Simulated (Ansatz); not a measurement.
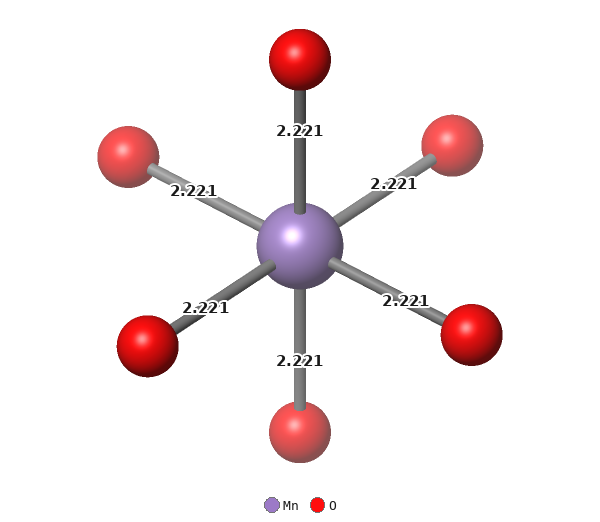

The surroundings of site Mn1 (at 0.000, 0.000, 0.000) in MnO (Fm-3m), with bond lengths in Å.

Source of the atomic positions: a calculation's input that goes back to an entry of the Crystallography Open Database (an earlier step may have relaxed or displaced it).

```yaml
crystal:
  lattice:
    - [4.44266, 0.00000, 0.00000]
    - [0.00000, 4.44266, 0.00000]
    - [0.00000, 0.00000, 4.44266]
  atoms:
    - { symbol: Mn, position: [0.00000, 0.00000, 0.00000] }
    - { symbol: O, position: [0.50000, 0.00000, 0.00000] }
    - { symbol: Mn, position: [0.00000, 0.50000, 0.50000] }
    - { symbol: O, position: [0.50000, 0.50000, 0.50000] }
    - { symbol: Mn, position: [0.50000, 0.00000, 0.50000] }
    - { symbol: O, position: [0.00000, 0.00000, 0.50000] }
    - { symbol: Mn, position: [0.50000, 0.50000, 0.00000] }
    - { symbol: O, position: [0.00000, 0.50000, 0.00000] }
```

Bond valence s = exp((R0 − d)/b), R0 fitted to published crystal structures with b = 0.37 Å, summed over all anions within 5 Å; R0 in Å: Mn2+–O 1.783; Mn3+–O 1.745; Mn4+–O 1.757; Mn7+–O 1.813.

Which oxidation state of Mn do these bonds support?

With the Mn2+ parameters the computed sum is 6 × 0.306 = 1.84. With the Mn3+ parameters the computed sum is 6 × 0.276 = 1.66. With the Mn4+ parameters the computed sum is 6 × 0.285 = 1.71. With the Mn7+ parameters the computed sum is 6 × 0.332 = 1.99. The sum matches its own assumption best for Mn2+, which also balances the formula's charge.

And over the whole structure?

```csv
site,"x, y, z",formal valence,bond-valence sum,difference
Mn1,"0.000, 0.000, 0.000",+2,1.87,-0.13
O1,"0.500, 0.000, 0.000",−2,1.87,-0.13
```

These sums include all anions within 5 Å. The global instability index (root mean square of the differences over all atoms) is 0.13 v.u.: moderate strain, common in real structures. The cell was not relaxed for this table, and a volume that is off by a few per cent shifts all sums together.
